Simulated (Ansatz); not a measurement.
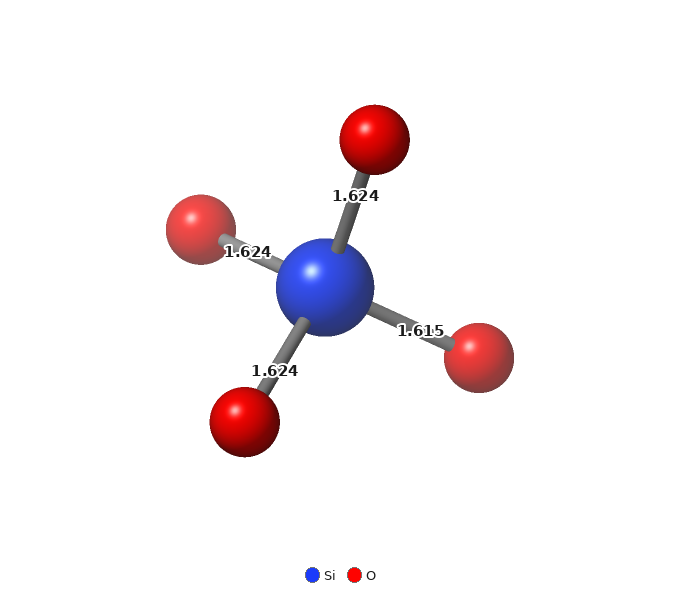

The surroundings of site Si1 (at 0.667, 0.333, 0.937) in SiO$_{2}$ in space group P6_322, with bond lengths in Å.

Origin of the cell: coordinates from a relaxation with Ansatz, DFT PBE, scalar-relativistic, plane waves, PAW.

```yaml
crystal:
  lattice:
    - [5.09930, 0.00000, 0.00000]
    - [-2.54965, 4.41613, 0.00000]
    - [0.00000, 0.00000, 8.62857]
  atoms:
    - { symbol: Si, position: [0.66667, 0.33333, 0.93720] }
    - { symbol: Si, position: [0.66667, 0.33333, 0.56280] }
    - { symbol: Si, position: [0.33333, 0.66667, 0.06280] }
    - { symbol: Si, position: [0.33333, 0.66667, 0.43720] }
    - { symbol: O, position: [0.00000, 0.41738, 0.00000] }
    - { symbol: O, position: [0.41738, 0.41738, 0.50000] }
    - { symbol: O, position: [0.58262, 0.00000, 0.50000] }
    - { symbol: O, position: [0.58262, 0.58262, 0.00000] }
    - { symbol: O, position: [0.00000, 0.58262, 0.50000] }
    - { symbol: O, position: [0.66667, 0.33333, 0.75000] }
    - { symbol: O, position: [0.33333, 0.66667, 0.25000] }
    - { symbol: O, position: [0.41738, 0.00000, 0.00000] }
```

Bond valence s = exp((R0 − d)/b), R0 fitted to published crystal structures with b = 0.37 Å; R0 in Å: Si4+–O 1.620.

**Calculate the bond-valence sum of Si1 from the bonds drawn.**

1 × 1.014 + 3 × 0.989 = 3.98 v.u., against a formal valence of 4: a close match.

**And over the whole structure?**

```
site              x, y, z  formal valence  bond-valence sum  difference
 Si1  0.667, 0.333, 0.937              +4              4.00        0.00
  O1  0.000, 0.417, 0.000              −2              1.99       -0.01
  O2  0.667, 0.333, 0.750              −2              2.04        0.04
```

These sums include all anions within 5 Å. The global instability index (root mean square of the differences over all atoms) is 0.02 v.u.: little strain. Cells relaxed with PBE tend to have slightly long bonds, which lowers the sums.
